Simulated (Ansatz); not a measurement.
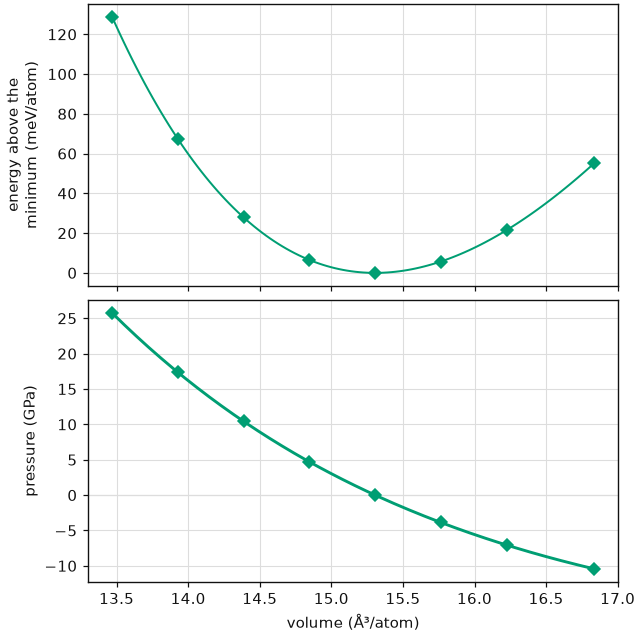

The plot gives the computed energy above the minimum and pressure against volume for ZnAu, space group Pm-3m (No. 221).

Cell as given: a = 3.128 Å, b = 3.128 Å, c = 3.128 Å, α = 90.00°, β = 90.00°, γ = 90.00°; 2 atoms.

Computed with Ansatz 0.2.0: third-order Birch-Murnaghan fit to density functional energies at scaled volumes of the given relaxed cell, shape and atoms relaxed at each volume; energies count from the fitted minimum; plane waves with PAW datasets, Γ-centred k mesh. Level: PBEsol, no spin polarisation.

- wave cutoff: 420 eV
- k mesh: 14×14×14
- occupations: Gaussian
- smearing width: 0.1 eV

**Give the fitted equation-of-state parameters.**

A third-order Birch–Murnaghan fit gives V0 = 15.31 Å³/atom, B0 = 142 GPa and B′ = 5.5.

**How does the pressure vary with volume?**

It falls from 25.75 GPa at volume 13.469 Å³/atom to −10.43 GPa at 16.836 Å³/atom, and changes sign near 15.31 Å³/atom.

**Is there a gap?**

No, the levels on the k mesh show a metal at every point.
